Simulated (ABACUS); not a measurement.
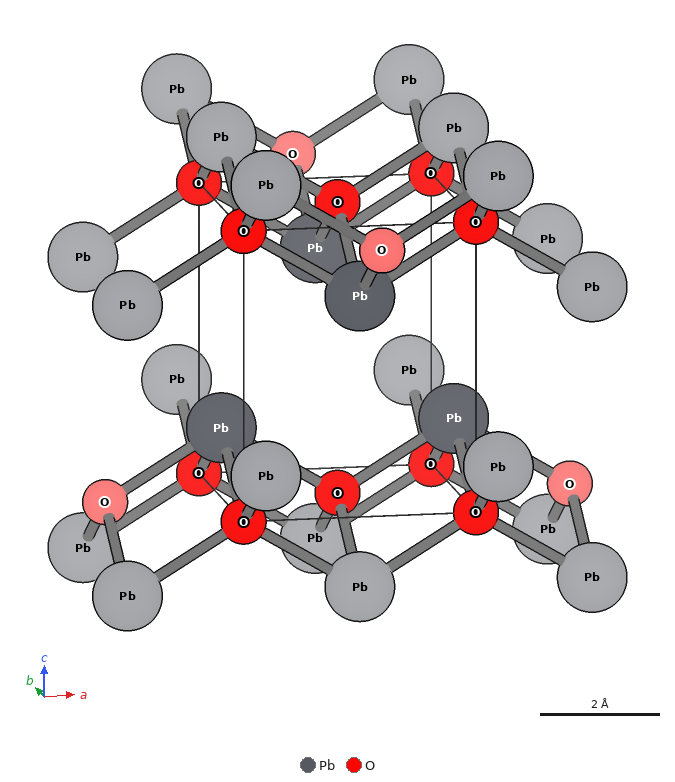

Figure 1. The structure (ball-and-stick view of the cell of the calculation, seen slightly off an axis; neighbours outside the cell are drawn fainter). An atom can appear more than once, as a periodic image. Near neighbours in the periodic cell (some may lie outside the picture): Pb has 4 O at 2.33 Å; O has 4 Pb at 2.33 Å.

## Band-structure run, with input and output: PbO (part 1 of 2)

- system: PbO (P4/nmm, 4 atoms in the cell)
- method: Kohn-Sham DFT of a periodic cell, r2SCAN, SG15 ONCV 1.2 PBE, no spin polarisation (ABACUS 3.10.1)

The structure derives from an entry of the Crystallography Open Database.

## Input
```python
"""ABACUS run from a structure file: ASE reads it, the script writes STRU, KPT and INPUT."""
import re
import subprocess
import spglib
from ase import Atoms
from ase.io import read
from ase.units import Bohr

atoms = read("PbO.cif")
cell, frac, numbers = spglib.standardize_cell((atoms.cell[:], atoms.get_scaled_positions(), atoms.numbers), to_primitive=True, symprec=1e-4)
atoms = Atoms(numbers=numbers, cell=cell, scaled_positions=frac, pbc=True)  # the primitive cell
atoms = atoms[(-atoms.numbers).argsort(kind="stable")]  # ABACUS lists atoms element by element
pseudo = {'Pb': 'Pb_ONCV_PBE-1.2.upf', 'O': 'O_ONCV_PBE-1.2.upf'}
orbital = {'Pb': 'Pb_confined-atom_8au_2s2p2d.orb', 'O': 'O_confined-atom_6au_2s2p1d.orb'}
magmoms = None
kmesh = [5, 5, 4]
params = {
    'suffix': 'PbO',
    'calculation': 'scf',
    'basis_type': 'lcao',
    'pseudo_dir': './',
    'orbital_dir': './',
    'symmetry': 1,
    'dft_functional': 'MGGA_X_R2SCAN+MGGA_C_R2SCAN',
    'ecutwfc': 100,
    'pseudo_rcut': 7,
    'nspin': 1,
    'nbands': 30,
    'ks_solver': 'genelpa',
    'smearing_method': 'fd',
    'smearing_sigma': 0.00367493,
    'scf_thr': 1e-07,
    'scf_nmax': 100,
    'mixing_type': 'broyden',
    'mixing_beta': 0.7,
    'cal_force': 1,
    'cal_stress': 1,
    'mixing_tau': 1,
    'out_mul': 1,
    'out_chg': 1,
    'out_pot': 2,
    'out_elf': 1,
}

symbols = atoms.get_chemical_symbols()
elements = list(dict.fromkeys(symbols))
lines = ["ATOMIC_SPECIES"] + [f"{e} {atoms.get_masses()[symbols.index(e)]:.4f} {pseudo[e]}" for e in elements]
if orbital:
    lines += ["", "NUMERICAL_ORBITAL"] + [orbital[e] for e in elements]
lines += ["", "LATTICE_CONSTANT", f"{1 / Bohr:.10f}", "", "LATTICE_VECTORS"]
lines += [" ".join(f"{x:.10f}" for x in v) for v in atoms.cell]
lines += ["", "ATOMIC_POSITIONS", "Direct"]
for e in elements:
    lines += ["", e, "0.0", str(symbols.count(e))]
    for i, p in enumerate(atoms.get_scaled_positions(wrap=False)):
        if symbols[i] == e:
            mag = "" if magmoms is None else " mag " + " ".join(str(x) for x in (magmoms[i] if isinstance(magmoms[i], list) else [magmoms[i]]))
            lines.append(" ".join(f"{x:.10f}" for x in p) + " 1 1 1" + mag)
open("STRU", "w").write("\n".join(lines) + "\n")
open("KPT", "w").write("K_POINTS\n0\nGamma\n%d %d %d 0 0 0\n" % tuple(kmesh))
open("INPUT", "w").write("INPUT_PARAMETERS\n" + "".join(f"{k:<20s}{v}\n" for k, v in params.items()))

done = subprocess.run(['mpirun', '-np', '4', 'abacus'])
if done.returncode:
    raise SystemExit(done.returncode)
log = open("OUT.PbO/running_scf.log").read()
print("final energy (eV):", re.findall(r"FINAL_ETOT_IS (\S+)", log))
```

## File PbO.cif
```
data_PbO
_cell_length_a 3.99000000
_cell_length_b 3.99000000
_cell_length_c 5.01000000
_cell_angle_alpha 90.00000000
_cell_angle_beta 90.00000000
_cell_angle_gamma 90.00000000
_space_group_name_H-M_alt 'P4/nmm'
_space_group_name_Hall 'P 4ab 2ab -1ab'
_space_group_IT_number 129
loop_
_space_group_symop_operation_xyz
'x,y,z'
'-y+1/2,x+1/2,z'
'-x,-y,z'
'y+1/2,-x+1/2,z'
'x+1/2,-y+1/2,-z'
'-y,-x,-z'
'-x+1/2,y+1/2,-z'
'y,x,-z'
'-x+1/2,-y+1/2,-z'
'y,-x,-z'
'x+1/2,y+1/2,-z'
'-y,x,-z'
'-x,y,z'
'y+1/2,x+1/2,z'
'x,-y,z'
'-y+1/2,-x+1/2,z'
loop_
_atom_site_label
_atom_site_type_symbol
_atom_site_symmetry_multiplicity
_atom_site_Wyckoff_symbol
_atom_site_fract_x
_atom_site_fract_y
_atom_site_fract_z
_atom_site_occupancy
Pb1 Pb 2 c 0.5000000000 0.0000000000 0.7600000000 1
O1 O 2 a 0.5000000000 0.5000000000 0.0000000000 1
```

## File INPUT
```
INPUT_PARAMETERS
suffix              PbO
calculation         scf
basis_type          lcao
pseudo_dir          ./
orbital_dir         ./
symmetry            1
dft_functional      MGGA_X_R2SCAN+MGGA_C_R2SCAN
ecutwfc             100
pseudo_rcut         7
nspin               1
nbands              30
ks_solver           genelpa
smearing_method     fd
smearing_sigma      0.00367493
scf_thr             1e-07
scf_nmax            100
mixing_type         broyden
mixing_beta         0.7
cal_force           1
cal_stress          1
mixing_tau          1
out_mul             1
out_chg             1
out_pot             2
out_elf             1
```

## File STRU
```
ATOMIC_SPECIES
Pb 207.2000 Pb_ONCV_PBE-1.2.upf
O 15.9990 O_ONCV_PBE-1.2.upf

NUMERICAL_ORBITAL
Pb_confined-atom_8au_2s2p2d.orb
O_confined-atom_6au_2s2p1d.orb

LATTICE_CONSTANT
1.8897261258

LATTICE_VECTORS
3.9900000000 0.0000000000 0.0000000000
0.0000000000 3.9900000000 0.0000000000
0.0000000000 0.0000000000 5.0100000000

ATOMIC_POSITIONS
Direct

Pb
0.0
2
0.5000000000 0.0000000000 0.7600000000 1 1 1
0.0000000000 0.5000000000 0.2400000000 1 1 1

O
0.0
2
0.5000000000 0.5000000000 0.0000000000 1 1 1
0.0000000000 0.0000000000 0.0000000000 1 1 1
```

## File KPT
```
K_POINTS
0
Gamma
5 5 4 0 0 0
```

Command:
```bash
OMP_NUM_THREADS=1 python run_abacus.py > log
```

## Output
```
ABACUS v3.10.1

               Atomic-orbital Based Ab-initio Computation at UStc

 ------------------------------------------------------------------------------------

 READING GENERAL INFORMATION
                           global_out_dir = OUT.PbO/
                           global_in_card = INPUT
                               pseudo_dir = ./
                              orbital_dir = ./
                                    DSIZE = 4
                                    GSIZE = 1

 READING UNITCELL INFORMATION
                                    ntype = 2
                  lattice constant (Bohr) = 1.88973
              lattice constant (Angstrom) = 1

 READING ATOM TYPE 1
                               atom label = Pb
                      L=0, number of zeta = 2
                      L=1, number of zeta = 2
                      L=2, number of zeta = 2
             number of atom for this type = 2

 READING ATOM TYPE 2
                               atom label = O
                      L=0, number of zeta = 2
                      L=1, number of zeta = 2
                      L=2, number of zeta = 1
             number of atom for this type = 2

                        TOTAL ATOM NUMBER = 4
DIRECT COORDINATES
    atom                   x                   y                   z     mag                  vx                  vy                  vz
taud_Pb1            0.5000000000        0.0000000000        0.7600000000  0.0000        0.0000000000        0.0000000000        0.0000000000
taud_Pb2            0.0000000000        0.5000000000        0.2400000000  0.0000        0.0000000000        0.0000000000        0.0000000000
taud_O1            0.5000000000        0.5000000000        0.0000000000  0.0000        0.0000000000        0.0000000000        0.0000000000
taud_O2            0.0000000000        0.0000000000        0.0000000000  0.0000        0.0000000000        0.0000000000        0.0000000000

                          Volume (Bohr^3) = 538.245
                             Volume (A^3) = 79.7596

 Lattice vectors: (Cartesian coordinate: in unit of a_0)
                +3.99                  +0                  +0
                   +0               +3.99                  +0
                   +0                  +0               +5.01
 Reciprocal vectors: (Cartesian coordinate: in unit of 2 pi/a_0)
            +0.250627                  -0                  +0
                   -0           +0.250627                  -0
                   +0                  -0           +0.199601
 The esolver type has been set to : ksdft_lcao

                PAO radial cut off (Bohr) = 7

 Read in pseudopotential file is Pb_ONCV_PBE-1.2.upf
                     pseudopotential type = NC
          exchange-correlation functional = PBE
                 nonlocal core correction = 0
                        valence electrons = 14
                                     lmax = 3
                           number of zeta = 0
                     number of projectors = 8
                           L of projector = 0
                           L of projector = 0
                           L of projector = 1
                           L of projector = 1
                           L of projector = 2
                           L of projector = 2
                           L of projector = 3
                           L of projector = 3
 XC functional updated to : MGGA_X_R2SCAN+MGGA_C_R2SCAN
          exchange-correlation functional = MGGA_X_R2SCAN+MGGA_C_R2SCAN
                PAO radial cut off (Bohr) = 7

 Read in pseudopotential file is O_ONCV_PBE-1.2.upf
                     pseudopotential type = NC
          exchange-correlation functional = PBE
                 nonlocal core correction = 0
                        valence electrons = 6
                                     lmax = 1
                           number of zeta = 0
                     number of projectors = 4
                           L of projector = 0
                           L of projector = 0
                           L of projector = 1
                           L of projector = 1
 XC functional updated to : MGGA_X_R2SCAN+MGGA_C_R2SCAN
          exchange-correlation functional = MGGA_X_R2SCAN+MGGA_C_R2SCAN
     initial pseudo atomic orbital number = 0

 SETUP THE ELECTRONS NUMBER
            electron number of element Pb = 14
      total electron number of element Pb = 28
             electron number of element O = 6
       total electron number of element O = 12
            AUTOSET number of electrons:  = 40
                           occupied bands = 20
                                   NLOCAL = 62
                                   NBANDS = 30
                                   NBANDS = 30
                                   NLOCAL = 62

%%%%%%%%%%%%%%%%%%%%%%%%%%%%%%%%%%%%%%%%%%%%%%%%%%%%%%%%%%%%%%%%%%%%%%%%%%%%%%%%%%%%%%%%%%%%%%%%%%%%%%%%%%
 Warning: the number of valence electrons in pseudopotential > 4 for Pb: [Xe] 4f14 5d10 6s2 6p2
 Pseudopotentials with additional electrons can yield (more) accurate outcomes, but may be less efficient.
 If you're confident that your chosen pseudopotential is appropriate, you can safely ignore this warning.
%%%%%%%%%%%%%%%%%%%%%%%%%%%%%%%%%%%%%%%%%%%%%%%%%%%%%%%%%%%%%%%%%%%%%%%%%%%%%%%%%%%%%%%%%%%%%%%%%%%%%%%%%%

 SETUP THE PLANE WAVE BASIS
 energy cutoff for charge/potential (unit:Ry) = 400
            fft grid for charge/potential = [ 50, 50, 64 ]
                        fft grid division = [ 5, 5, 4 ]
        big fft grid for charge/potential = [ 10, 10, 16 ]
                                     nbxx = 400
                                     nrxx = 40000

 SETUP PLANE WAVES FOR CHARGE/POTENTIAL
                    number of plane waves = 72685
                         number of sticks = 1793

 PARALLEL PW FOR CHARGE/POTENTIAL
     PROC   COLUMNS(POT)             PW
        1            448          18170
        2            448          18170
        3            449          18171
        4            448          18174
 --------------- sum -------------------
        4           1793          72685
                            number of |g| = 3650
                                  max |g| = 36.1807
                                  min |g| = 0.0628137

----------- Double Check Mixing Parameters Begin ------------
mixing_type: broyden
mixing_beta: 0.7
mixing_gg0: 1
mixing_gg0_min: 0.1
mixing_ndim: 8
----------- Double Check Mixing Parameters End ------------

 LATTICE VECTORS: (CARTESIAN COORDINATE: IN UNIT OF A0)
                +3.99                  +0                  +0
                   +0               +3.99                  +0
                   +0                  +0               +5.01
                       right hand lattice = 1
                                   NORM_A = 3.99
                                   NORM_B = 3.99
                                   NORM_C = 5.01
                           ALPHA (DEGREE) = 90
                           BETA  (DEGREE) = 90
                           GAMMA (DEGREE) = 90

 The lattice vectors have been changed (STRU_SIMPLE.cif)

(for optimal symmetric configuration:)
                             BRAVAIS TYPE = 5
                     BRAVAIS LATTICE NAME = 05. Tetrogonal P (simple)
                                    ibrav = 5
                                    IBRAV = 5
                                  BRAVAIS = SIMPLE TETROGONAL CELL
                       LATTICE CONSTANT A = 3.99
                                C/A RATIO = 1.25564
Original cell was already a primitive cell.
                        ROTATION MATRICES = 16
              PURE POINT GROUP OPERATIONS = 8
                   SPACE GROUP OPERATIONS = 16
                                       C2 = 3
                                       C3 = 0
                                       C4 = 0
                                       C6 = 0
                                       S1 = 2
                                       S3 = 0
                                       S4 = 2
                                       S6 = 0
                              POINT GROUP = D_2d
               POINT GROUP IN SPACE GROUP = D_4h

 SETUP K-POINTS
                                    nspin = 1
                   Input type of k points = Monkhorst-Pack(Gamma)
                                   nkstot = 100
                       right hand lattice = 1
(for reciprocal lattice: )
                             BRAVAIS TYPE = 5
                     BRAVAIS LATTICE NAME = 05. Tetrogonal P (simple)
                                    ibrav = 5
                       right hand lattice = 1
(for k-lattice: )
                             BRAVAIS TYPE = 5
                     BRAVAIS LATTICE NAME = 05. Tetrogonal P (simple)
                                    ibrav = 5
                       right hand lattice = 1
                        ROTATION MATRICES = 16
                               nkstot_ibz = 18
K-POINTS REDUCTION ACCORDING TO SYMMETRY
     IBZ    DIRECT_X    DIRECT_Y    DIRECT_Z  WEIGHT  ibz2bz
       1  0.00000000  0.00000000  0.00000000  0.0100       0
       2  0.20000000  0.00000000  0.00000000  0.0400       1
       3  0.40000000  0.00000000  0.00000000  0.0400       2
       4  0.20000000  0.20000000  0.00000000  0.0400       6
       5  0.40000000  0.20000000  0.00000000  0.0800       7
       6  0.40000000  0.40000000  0.00000000  0.0400      12
       7  0.00000000  0.00000000  0.25000000  0.0200      25
       8  0.20000000  0.00000000  0.25000000  0.0800      26
       9  0.40000000  0.00000000  0.25000000  0.0800      27
      10  0.20000000  0.20000000  0.25000000  0.0800      31
      11  0.40000000  0.20000000  0.25000000  0.1600      32
      12  0.40000000  0.40000000  0.25000000  0.0800      37
      13  0.00000000  0.00000000  0.50000000  0.0100      50
      14  0.20000000  0.00000000  0.50000000  0.0400      51
      15  0.40000000  0.00000000  0.50000000  0.0400      52
      16  0.20000000  0.20000000  0.50000000  0.0400      56
      17  0.40000000  0.20000000  0.50000000  0.0800      57
      18  0.40000000  0.40000000  0.50000000  0.0400      62

                               nkstot now = 18
[... K-POINTS DIRECT COORDINATES: 18 rows ...]

           k-point number in this process = 18
       minimum distributed K point number = 18
[... stars of the k points ...]

[... K-POINTS CARTESIAN COORDINATES: 18 rows ...]

[... K-POINTS DIRECT COORDINATES: 18 rows ...]

 SETUP PLANE WAVES FOR WAVE FUNCTIONS
     energy cutoff for wavefunc (unit:Ry) = 100
              fft grid for wave functions = [ 50, 50, 64 ]
                    number of plane waves = 10791
                         number of sticks = 505

 PARALLEL PW FOR WAVE FUNCTIONS
     PROC   COLUMNS(POT)             PW
        1            126           2698
        2            127           2699
        3            126           2698
        4            126           2696
 --------------- sum -------------------
        4            505          10791

 SET NONLOCAL PSEUDOPOTENTIAL PROJECTORS
 SET NONLOCAL PSEUDOPOTENTIAL PROJECTORS
 max number of nonlocal projetors among all species is 8

 -------------------------------------------
 SELF-CONSISTENT
 -------------------------------------------

 SETUP SEARCHING RADIUS FOR PROGRAM TO SEARCH ADJACENT ATOMS
                  longest orb rcut (Bohr) = 8
   longest nonlocal projector rcut (Bohr) = 3.68
                     search radius (Bohr) = 23.4
              searching radius is (Bohr)) = 23.4
         searching radius unit is (Bohr)) = 1.89
                         PeriodicBoundary = 1
                        Radius(unit:lat0) = 12.4
                                   glayer = [ 5, 5, 4 ]
                             glayer_minus = [ 4, 4, 3 ]

Find the coordinate range of the input atom(unit:lat0).
                                  min_tau = [ -16, -16, -15 ]
                                  max_tau = [ 18, 18, 18.8 ]
                                BoxNumber = [ 9, 9, 7 ]
```
